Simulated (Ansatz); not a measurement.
System: GaP (interface cell).

Input file:

```
crystal:
  lattice:
    - [3.892674892, 0.0, 0.0]
    - [0.0, 5.5050736262, 0.0]
    - [0.0, 0.0, 15.5706995681]
  atoms:
    - { symbol: Ga, position: [0.0, 0.0, 0.0] }
    - { symbol: P, position: [0.0, 0.75, 0.125] }
    - { symbol: Ga, position: [0.5, 0.5, 0.125] }
    - { symbol: P, position: [0.5, 0.25, 0.0] }
    - { symbol: Ga, position: [1.0, 0.0, 0.25] }
    - { symbol: P, position: [0.0, 0.75, 0.375] }
    - { symbol: Ga, position: [0.5, 0.5, 0.375] }
    - { symbol: P, position: [0.5, 0.25, 0.25] }
    - { symbol: P, position: [1.0, 0.0, 0.5] }
    - { symbol: Ga, position: [0.0, 0.75, 0.625] }
    - { symbol: P, position: [0.5, 0.5, 0.625] }
    - { symbol: Ga, position: [0.5, 0.25, 0.5] }
    - { symbol: P, position: [1.0, 0.0, 0.75] }
    - { symbol: Ga, position: [0.0, 0.75, 0.875] }
    - { symbol: P, position: [0.5, 0.5, 0.875] }
    - { symbol: Ga, position: [0.5, 0.25, 0.75] }
basis:
  ecutwfc: 420
kpoints:
  mp_grid: { grid: [8, 6, 2] }
hamiltonian:
  xc: pbe
scf:
  occupations: { method: gaussian, width: 0.05 }
output:
  forces: true
  stress: true
  eigenvalues: true
  populations: true
  write_density: true
  write_potential: true
  elf: true
  volumetric_format: npy
relax:
  adjacent_minimum: "off"
  f_tol: 0.02
  max_steps: 45
  cell: { fix: [a, b, alpha, beta, gamma], stress_tol: 0.1 }
```

Run with:

```sh
ansatz run input.yaml --threads 2 --pin off --max-ram 5120MiB --backend cpu --events-out ev --progress --plain --runs-dir out
```

The fields are those of the relaxed geometry.

Computed with DFT PBE, scalar-relativistic, plane waves, PAW in Ansatz.

> Predict the valence pseudo-density and electron localisation function between the atoms.

P–P (2.23 Å): ρ is about 0.74 e/Å³ halfway; the ELF peaks at about 0.90 between the atoms, as expected for a covalent bond.
Ga–P (2.38 Å): ρ at the midpoint is about 0.53 e/Å³; the ELF peaks at about 0.90 in the valence shell of P, 0.9 Å from its nucleus, and is about 0.75 at the midpoint.
Ga–Ga (2.45 Å): ρ is about 0.45 e/Å³ halfway; the ELF peaks at about 0.70 between the atoms.

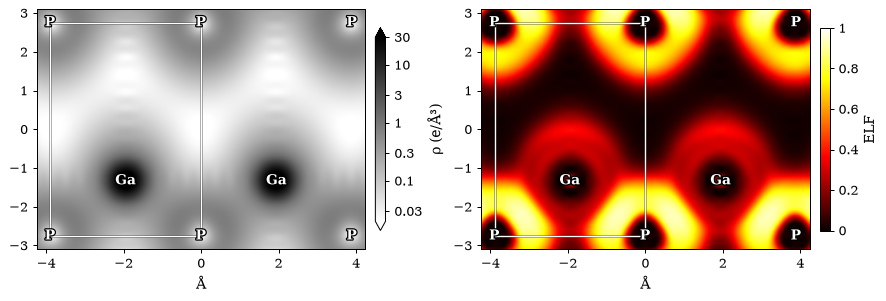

Computed valence pseudo-density and electron localisation function on the (001) plane of the calculation cell, in this order. 
